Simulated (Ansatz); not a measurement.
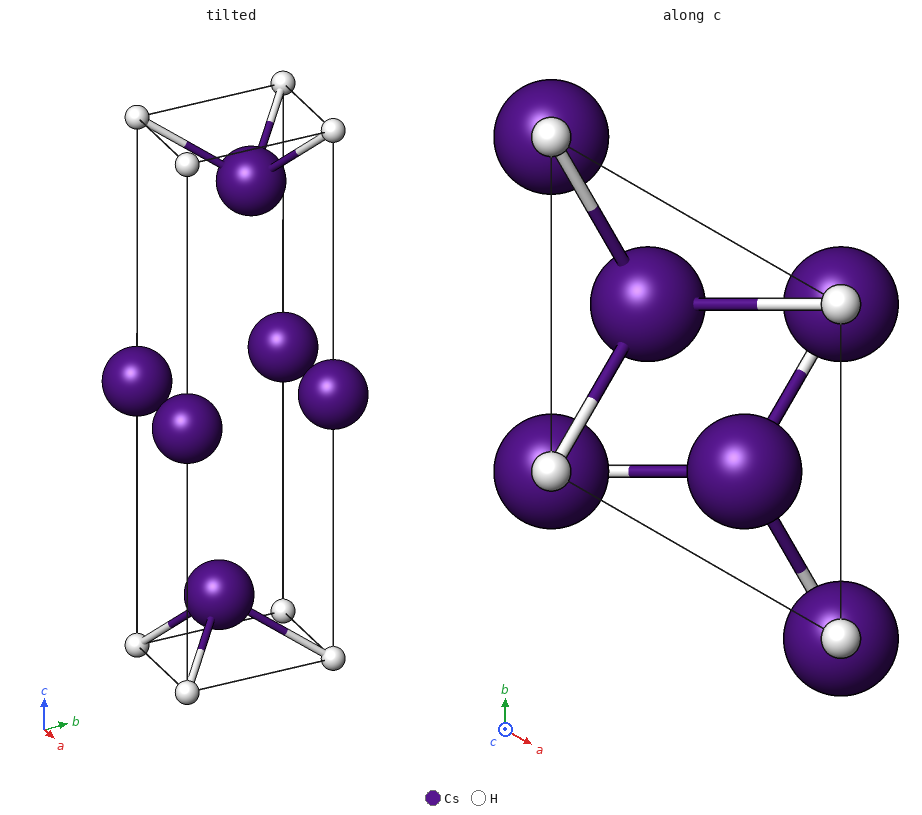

Structure drawing (ball-and-stick), viewed slightly off an axis and along the c axis. The lines enclose the conventional unit cell; boundary atoms appear with their images. Cell: a = 4.93 Å, b = 4.93 Å, c = 13.15 Å, α = 90.00°, β = 90.00°, γ = 120.00°.

The model was built from a random cell made by a generator, so it need not be a real form of the compound. Earlier steps of the study, as a rule a relaxation of our own, may have changed the cell and positions, so they can lie some per cent off the listed ones. A calculation with Ansatz used it as input.

Caption:

Answer. The formula is Cs₃H. The structure has P-3m1 (No. 164) symmetry and a primitive hexagonal lattice. Cell content: 3 Cs, 1 H, that is 1 formula unit. The coordination shell of H holds six Cs in a distorted octahedral arrangement at about 3.3 Å. Cs takes two kinds of site: 1b with no bonds drawn; 2d with three H in a trigonal pyramidal arrangement at about 3.3 Å. The bonds build Cs2H layers parallel to (001); some Cs atoms get no bond from the drawing's distance rule.

Run with Ansatz 0.2.0, DFT PBE, scalar-relativistic, plane waves, PAW and these settings: a cutoff energy of 420 eV, k-grid 12×12×4, Gaussian smearing of 0.1 eV, no spin polarisation.

Does it come out as a metal, or with a gap?

Answer. A metal: bands cross the Fermi level.

What does a Bader analysis give?

Answer. Cs -0.13 to +0.47 e; H -0.79 e.

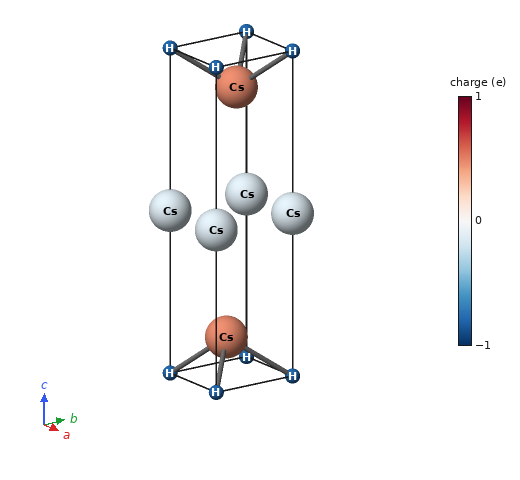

The atoms coloured by those charges. The run's cell of 4 atoms is drawn.

Do the forces and the stress vanish for this geometry?

Answer. Yes. All forces vanish to within 0.01 eV/Å. The pressure is 0.0 GPa, close to zero.
